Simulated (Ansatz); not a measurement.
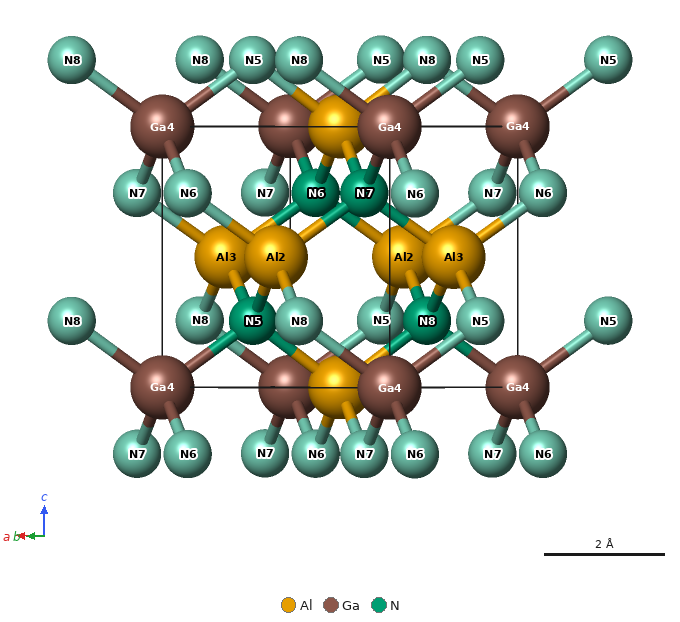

The input geometry (ball-and-stick view of the cell of the calculation, seen at an oblique angle; neighbours outside the cell are drawn fainter; atoms are numbered from 1 in the order of the input). An atom can appear more than once, as a periodic image. Near neighbours in the periodic cell (some may lie outside the picture): Al has 4 N at 1.88 Å; Ga has 4 N at 1.93 Å; N has 3 Al at 1.88 Å and 1 Ga at 1.93 Å.

Run report: Al₃GaN₄, geometry relaxation

Al₃GaN₄ (P-43m, 8 atoms in the cell), computed with DFT LDA, scalar-relativistic, plane waves, PAW, no spin polarisation (Ansatz 0.2.0).

The structure derives from a Materials Project entry. It belongs to a series of runs on one base structure; here: cell and atoms relaxed tightly for response. Figures and captions count atoms from 1; the log counts them from 0 in places.

Input
```yaml
crystal:
  lattice:
    - [4.3702240475, 0.0, 0.0]
    - [0.0, 4.3702240475, 0.0]
    - [0.0, 0.0, 4.3702240475]
  atoms:
    - { symbol: Al, position: [0.5, 0.5, 0.0] }
    - { symbol: Al, position: [0.5, 0.0, 0.5] }
    - { symbol: Al, position: [0.0, 0.5, 0.5] }
    - { symbol: Ga, position: [0.0, 0.0, 0.0] }
    - { symbol: "N", position: [0.74489454, 0.74489454, 0.25510546] }
    - { symbol: "N", position: [0.74489454, 0.25510546, 0.74489454] }
    - { symbol: "N", position: [0.25510546, 0.74489454, 0.74489454] }
    - { symbol: "N", position: [0.25510546, 0.25510546, 0.25510546] }
basis:
  ecutwfc: 420
kpoints:
  mp_grid: { grid: [8, 8, 8] }
hamiltonian:
  xc: lda
scf:
  occupations: { method: fixed }
output:
  forces: true
  stress: true
  eigenvalues: true
relax:
  adjacent_minimum: "off"
  f_tol: 0.001
  max_steps: 60
  cell: { stress_tol: 0.01 }
```

Launch command:
```bash
ansatz run input.yaml --threads 4 --pin off --max-ram 12288MiB --backend cpu --events-out ev --progress --plain --runs-dir out
```

Output
```
Engine: ansatz 0.2.0, x86_64-unknown-linux-gnu
Pseudopotentials: kind: paw
Pseudopotential: Al, paw, valence charge 3, recommended cutoff 420 eV (normal), Al.paw.azcp
Pseudopotential: Ga, paw, valence charge 13, recommended cutoff 420 eV (normal), Ga.paw.azcp
Pseudopotential: N, paw, valence charge 5, recommended cutoff 420 eV (normal), N.paw.azcp
Functional definition: SPW92
  exchange = slater_x
  correlation = pw_c
Crystal: 8 atoms, lattice volume = 83.466 Å³
Basis set: ecut = 420 eV, 1647 PW (Γ)
Bands: 29, of which v1, the nominal top of the filled ones, is band 21 counted from 1 (20 counted from 0)
Symmetry: 24 space group operations
Space group: P-43m (ITA 215), of the structure as read, at distance tolerance 4.4e-5 Å
k-points: 35 of 512 (time reversal used)
Non-local potential: Al, projectors of the file, l = 0: 2, l = 1: 2, l = 2: 1
Non-local potential: Ga, projectors of the file, l = 0: 2, l = 1: 2, l = 2: 3, l = 3: 1
Non-local potential: N, projectors of the file, l = 0: 2, l = 1: 2, l = 2: 1
PAW form: soft (Blöchl's): semilocal exchange-correlation on the pseudo side does not see the compensation charge
PAW frozen core: Al, regenerated for the run's functional, and the local potential with it (the file was generated under x = pbe(κ = 0.804, μ = 0.2195149727645171), c = pbe(β = 0.06672455060314922))
PAW frozen core: Ga, regenerated for the run's functional, and the local potential with it (the file was generated under x = pbe(κ = 0.804, μ = 0.2195149727645171), c = pbe(β = 0.06672455060314922))
PAW frozen core: N, regenerated for the run's functional, and the local potential with it (the file was generated under x = pbe(κ = 0.804, μ = 0.2195149727645171), c = pbe(β = 0.06672455060314922))
PAW one-centre angular grid: Al, 110 points (default); XC on 64 Gauss nodes
PAW one-centre angular grid: Ga, 590 points (default); XC on 64 Gauss nodes
PAW one-centre angular grid: N, 110 points (default); XC on 64 Gauss nodes
Initial density: superposition of atomic densities (neutral atoms: chi_scale 0, normalization atom), corrected by the library's trained network
Initial wavefunctions: pseudopotential atomic-orbital guess
Functional: x = slater, c = lda
SCF iter   1: F=—  HF=-6751.545535 eV  |F-HF|=—  |Δ(HF+E_count)|=         —  Δρ=1.02e-2  dr2=9.06e-2  ethr=1.77e-3  ⟨swp⟩=4.4  Hψ=4024  notcnv=0  defer=156
preconditioner: auto → Resta (q_TF=auto, 2.433 Å⁻¹)  ε∞=4.2  [insulator: Δε(μ)=3.236 eV  Ē_g=14.803 eV  n_scr=18 (ndim 8)  ℏωp=26.3 eV  f_vac=0.000  ε∞_Penn≈4.2]
SCF iter   2: F=—  HF=-6751.519326 eV  |F-HF|=—  |Δ(HF+E_count)|=   2.62e-2  Δρ=3.28e-3  dr2=4.66e-3  ethr=2.16e-4  ⟨swp⟩=2.6  Hψ=1847  notcnv=0  defer=197
SCF iter   3: F=—  HF=-6751.517847 eV  |F-HF|=—  |Δ(HF+E_count)|=   1.48e-3  Δρ=1.43e-3  dr2=9.24e-4  ethr=1.11e-5  ⟨swp⟩=2.0  Hψ=1036  notcnv=0  defer=199
SCF iter   4: F=—  HF=-6751.517496 eV  |F-HF|=—  |Δ(HF+E_count)|=   3.51e-4  Δρ=1.14e-4  dr2=5.36e-6  ethr=2.20e-6  ⟨swp⟩=2.6  Hψ=1476  notcnv=0  defer=184
SCF iter   5: F=—  HF=-6751.517494 eV  |F-HF|=—  |Δ(HF+E_count)|=   2.33e-6  Δρ=3.62e-5  dr2=5.51e-7  ethr=1.28e-8  ⟨swp⟩=2.5  Hψ=1497  notcnv=0  defer=132
SCF iter   6: F=-6751.517493 eV  HF=-6751.517493 eV  |F-HF|=2.47e-8  |Δ(HF+E_count)|=   7.63e-7  Δρ=9.56e-6  dr2=5.15e-8  ethr=2.38e-10  ⟨swp⟩=11.6  Hψ=5420  notcnv=0
SCF 1 converged in 6 iterations: F = -6751.517493 eV  dr2 = 5.15e-8
  greatest PAW one-centre occupation: 0.996 electrons in one spin orbital (limit 2), on the Ga atom at site 3 (counted from 0), in its partial waves of l = 2
relax step   1: F+E_penalty+E_count = -6751.51749276 eV  Δ(F+E_penalty+E_count) = +0.000e0 eV  max|allowed force component| = 1.708e-4 eV/Å  Δτ_max = 0.0000 Å  P = -0.004 GPa  Ω = 83.466 Å³  (6 SCF iters, dr2 threshold 1.00e-7 eV, accepted)
Initial density: handed on by an earlier stage of this run
Initial wavefunctions: pseudopotential atomic-orbital guess (no wavefunctions were taken with the density)
iter 1 solved again at ethr=3.24e-8 eV; its pass at ethr=3.10e-3 eV (dr2=1.36e-5 eV) is discarded
SCF iter   1: F=—  HF=-6751.517492 eV  |F-HF|=—  |Δ(HF+E_count)|=         —  Δρ=9.60e-6  dr2=5.15e-8  ethr=3.24e-8  ⟨swp⟩=3.0  Hψ=6746  notcnv=0  defer=197
preconditioner: auto → Resta (q_TF=auto, 2.433 Å⁻¹)  ε∞=4.1  [insulator: Δε(μ)=3.375 eV  Ē_g=14.848 eV  n_scr=18 (ndim 8)  ℏωp=26.3 eV  f_vac=0.000  ε∞_Penn≈4.1]
SCF iter   2: F=—  HF=-6751.517493 eV  |F-HF|=—  |Δ(HF+E_count)|=   8.59e-7  Δρ=4.92e-6  dr2=1.23e-8  ethr=1.23e-10  ⟨swp⟩=2.0  Hψ=1295  notcnv=0  defer=148
SCF iter   3: F=—  HF=-6751.517493 eV  |F-HF|=—  |Δ(HF+E_count)|=  2.64e-10  Δρ=1.65e-6  dr2=1.70e-9  ethr=2.92e-11  ⟨swp⟩=2.4  Hψ=1588  notcnv=0  defer=148
SCF iter   4: F=—  HF=-6751.517493 eV  |F-HF|=—  |Δ(HF+E_count)|=  9.09e-11  Δρ=2.91e-7  dr2=6.10e-11  ethr=4.05e-12  ⟨swp⟩=2.1  Hψ=1564  notcnv=0  defer=148
SCF iter   5: F=—  HF=-6751.517493 eV  |F-HF|=—  |Δ(HF+E_count)|=  2.18e-11  Δρ=1.80e-7  dr2=1.24e-11  ethr=1.00e-12  ⟨swp⟩=2.0  Hψ=1149  notcnv=0  defer=148
SCF iter   6: F=-6751.517493 eV  HF=-6751.517493 eV  |F-HF|=0.00e0  |Δ(HF+E_count)|=  3.64e-12  Δρ=4.48e-8  dr2=9.26e-13  ethr=1.00e-12  ⟨swp⟩=12.4  Hψ=5450  notcnv=0
SCF 2 converged in 6 iterations: F = -6751.517493 eV  dr2 = 9.26e-13
relax step   2: F+E_penalty+E_count = -6751.51749278 eV  Δ(F+E_penalty+E_count) = -1.588e-8 eV  max|allowed force component| = 1.263e-4 eV/Å  Δτ_max = 0.0000 Å  P = -0.004 GPa  Ω = 83.466 Å³  stress off target by 3.95e-3 GPa  SCF on the basis re-selected at this cell (its energy is not comparable with the rows above)  (6 SCF iters)
```

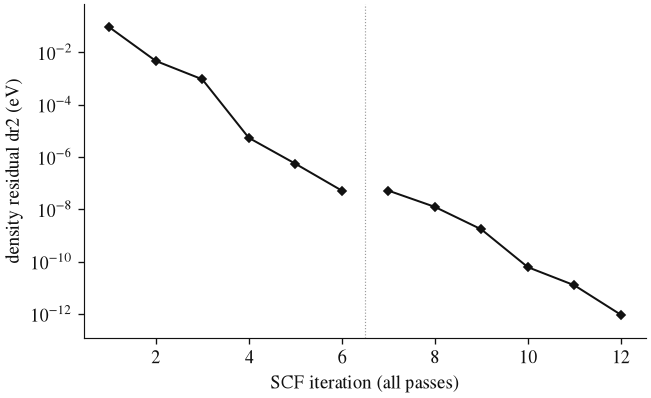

Convergence of the self-consistent field: density residual dr2 against the SCF iteration. The dotted lines part the SCF passes of the relaxation: geometry steps, rejected trials and re-solves on a re-selected basis. The passes take 6 and 6 iterations.

```
basis re-selected at this cell: Δ(F+E_penalty+E_count) = -1.588e-8 eV, ΔP = -0.000 GPa vs the last step (what re-selecting the basis moved, of the pressure what is left beyond the Pulay correction that the steps carried, after the strain that the cell walked since its last selection, with what the two solves' SCF thresholds leave and, on support functions, any second-order correction that the steps lacked; it is no measure of the basis error at this ecutwfc). This SCF's stress stands 3.95e-3 GPa from its target on what of the cell is left free (relax.cell.stress_tol is 1.00e-2 GPa) and its largest allowed force component is 1.26e-4 eV/Å (relax.f_tol is 1.00e-3 eV/Å): within both
SCF converged after 6 iterations
Free energy (F): -6751.517493 eV
Harris-Foulkes:  -6751.517493 eV  (|F-HF|=0.00e0)
Internal energy: -6751.517493 eV  (E = F + TS)
E sigma→0 (E₀):  -6751.517493 eV
Fermi energy:    7.606651 eV
--- Per-component energies (eV) ---
  E_band       = 23.914005
  E_kinetic    = 726.632113
  E_local      = -3055.898505  (includes V_loc(G=0)·N_el)
  E_nonlocal   = 650.772083
  E_hartree    = 1337.795996
  E_xc         = -430.508292
  E_vxc        = -458.064695  (∫ρ·V_xc dr)
  E_paw        = -3721.356547  (= ΣΔE_a)
  E_vpaw       = -515.119099  (= ΣTr[D̂ρ^β])
  E_aug_tail   = 0.000145  (compensation charges beyond the density's cutoff)
  E_ewald      = -2261.170291
  E_core_change = 2.215806  (= ΣΔE_core)
  E_smearing   = -0.000000  (= −TS)
  E_closure    = 0.000000  (closes the sum)
  Σ components = -6751.517493   (vs F -6751.517493, Δ=0.00e0)
--- Forces (eV/Å), atoms counted from 1 ---
  atom   1  Al    -0.00000000     0.00000000     0.00000000
  atom   2  Al    -0.00000000    -0.00000000     0.00000000
  atom   3  Al    -0.00000000     0.00000000    -0.00000000
  atom   4  Ga    -0.00000000    -0.00000000    -0.00000000
  atom   5  N      0.00012635     0.00012635    -0.00012635
  atom   6  N      0.00012635    -0.00012635     0.00012635
  atom   7  N     -0.00012635     0.00012635     0.00012635
  atom   8  N     -0.00012635    -0.00012635    -0.00012635
  max |Σ_I F_I| component: 1.93e-16 eV/Å
--- Stress (GPa, compression-positive) ---
       -0.003954       0.000000       0.000000
        0.000000      -0.003954      -0.000000
       -0.000000      -0.000000      -0.003954
  P = ⅓ Tr σ = -0.0040 GPa (-0.040 kbar)
--- Band table (eV; the first three rows and the last of 35) ---
  k-point 0: bands = ["-7.5838", "-5.8916", "-5.8916", "-5.8916", "-5.1891", "-5.1891", "-4.0088", "-4.0088", "-4.0088", "1.7003", "2.6547", "2.6547", "5.5502", "5.5502", "5.5502", "5.5897", "5.5897", "5.5897", "7.6014", "7.6014", "7.6014", "10.9822", "10.9822", "10.9822", "11.3165", "14.6036", "16.2409", "16.2409", "19.5589"]
  k-point 1: bands = ["-7.5089", "-5.9144", "-5.8963", "-5.8963", "-5.1882", "-5.1862", "-4.1586", "-3.9919", "-3.9919", "1.8381", "2.7304", "2.7954", "5.3524", "5.3933", "5.3933", "5.4363", "5.6372", "5.6372", "7.2466", "7.5172", "7.5172", "11.1676", "11.3346", "11.3346", "11.7311", "14.8439", "16.4012", "16.5026", "19.2787"]
  k-point 2: bands = ["-7.2923", "-6.0002", "-5.9074", "-5.9074", "-5.1861", "-5.1776", "-4.5080", "-3.9506", "-3.9506", "2.1829", "2.9505", "3.2027", "4.8555", "5.0317", "5.0317", "5.0388", "5.8219", "5.8219", "6.4683", "7.2736", "7.2736", "11.7615", "12.2157", "12.2157", "12.5595", "15.4091", "16.8812", "17.2013", "18.6280"]
  k-point 34: bands = ["-6.2133", "-6.2133", "-6.2133", "-5.5337", "-5.1483", "-5.1483", "-4.3175", "-4.3175", "-4.3175", "0.8340", "1.4954", "1.4954", "1.4954", "6.8633", "6.8633", "6.8633", "7.0043", "7.0043", "7.2114", "7.2114", "7.2114", "13.2489", "14.7178", "14.7178", "14.7178", "17.0913", "17.3433", "17.3433", "17.3433"]
--- Relaxed structure (1 steps of the walk, 1 accepted, 1 SCFs on fresh bases) ---
  F+E_penalty+E_count = -6751.51749278 eV   max|allowed force component| = 1.263e-4 eV/Å   (the final SCF, on the basis selected at the relaxed cell)
  cell:  # Å, volume = 83.4663 Å³
    - [4.3702240475, 0.0, 0.0]
    - [0.0, 4.3702240475, 0.0]
    - [0.0, 0.0, 4.3702240475]
  atoms:
    - { symbol: Al, position: [0.5, 0.5, 0.0] }
    - { symbol: Al, position: [0.5, 0.0, 0.5] }
    - { symbol: Al, position: [0.0, 0.5, 0.5] }
    - { symbol: Ga, position: [0.0, 0.0, 0.0] }
    - { symbol: N, position: [0.7448945400000001, 0.7448945400000001, 0.25510546] }
    - { symbol: N, position: [0.7448945400000001, 0.25510546, 0.7448945400000001] }
    - { symbol: N, position: [0.25510546, 0.7448945400000001, 0.7448945400000001] }
    - { symbol: N, position: [0.25510546, 0.25510546, 0.25510546] }
```

Trajectory as extended XYZ (Å, eV, eV/Å), 2 frames, from step=1 to step=2
```
8
Lattice="4.3702 0.0000 0.0000 0.0000 4.3702 0.0000 0.0000 0.0000 4.3702" Properties=species:S:1:pos:R:3:forces:R:3 step=1 energy=-6751.51749 pressure_GPa=-0.00
Al    2.1851    2.1851    0.0000    0.0000   0.0000   0.0000
Al    2.1851    0.0000    2.1851    0.0000   0.0000   0.0000
Al    0.0000    2.1851    2.1851    0.0000   0.0000   0.0000
Ga    0.0000    0.0000    0.0000    0.0000   0.0000   0.0000
N     3.2554    3.2554    1.1149    0.0002   0.0002  -0.0002
N     3.2554    1.1149    3.2554    0.0002  -0.0002   0.0002
N     1.1149    3.2554    3.2554   -0.0002   0.0002   0.0002
N     1.1149    1.1149    1.1149   -0.0002  -0.0002  -0.0002
8
Lattice="4.3702 0.0000 0.0000 0.0000 4.3702 0.0000 0.0000 0.0000 4.3702" Properties=species:S:1:pos:R:3:forces:R:3 step=2 energy=-6751.51749 pressure_GPa=-0.00
Al    2.1851    2.1851    0.0000    0.0000   0.0000   0.0000
Al    2.1851    0.0000    2.1851    0.0000   0.0000   0.0000
Al    0.0000    2.1851    2.1851    0.0000   0.0000   0.0000
Ga    0.0000    0.0000    0.0000    0.0000   0.0000   0.0000
N     3.2554    3.2554    1.1149    0.0001   0.0001  -0.0001
N     3.2554    1.1149    3.2554    0.0001  -0.0001   0.0001
N     1.1149    3.2554    3.2554   -0.0001   0.0001   0.0001
N     1.1149    1.1149    1.1149   -0.0001  -0.0001  -0.0001
```

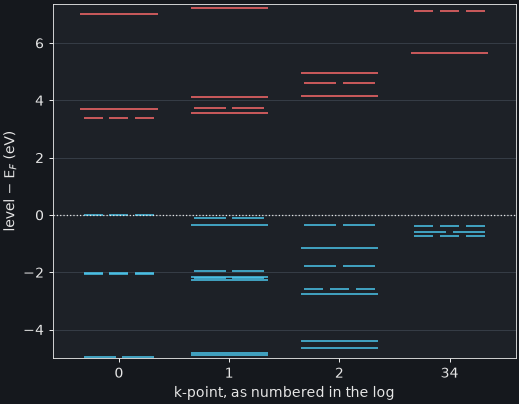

Kohn–Sham levels near the Fermi level (dotted) at the few k-points that the log prints; levels within 0.02 eV of each other stand side by side. Among these points the highest filled and lowest empty levels are 3.38 eV apart, which is the gap on the mesh.

Results in brief

| quantity | value |
| --- | --- |
| outcome | converged |
| space group (tolerance 0.01 Å) | P-43m (215) |
| electrons treated | 42 |
| free energy | −6751.5175 eV |
| Fermi energy | 7.607 eV |
| gap on the k-point mesh | 3.38 eV |
| pressure | 0.00 GPa |
| final volume | 83.47 Å³ |
| largest force (length of the vector) at the end | under 0.001 eV/Å |
| final cell | a = 4.370 Å, b = 4.370 Å, c = 4.370 Å, α = 90.00°, β = 90.00°, γ = 90.00° |
| hardware | 4 threads of Oxide Virtual Turin-like (Zen 5), 32 GiB of memory available, shared host |
| wall time | 6 s (CPU time 21 s) |
| peak memory | 0.44 GiB |
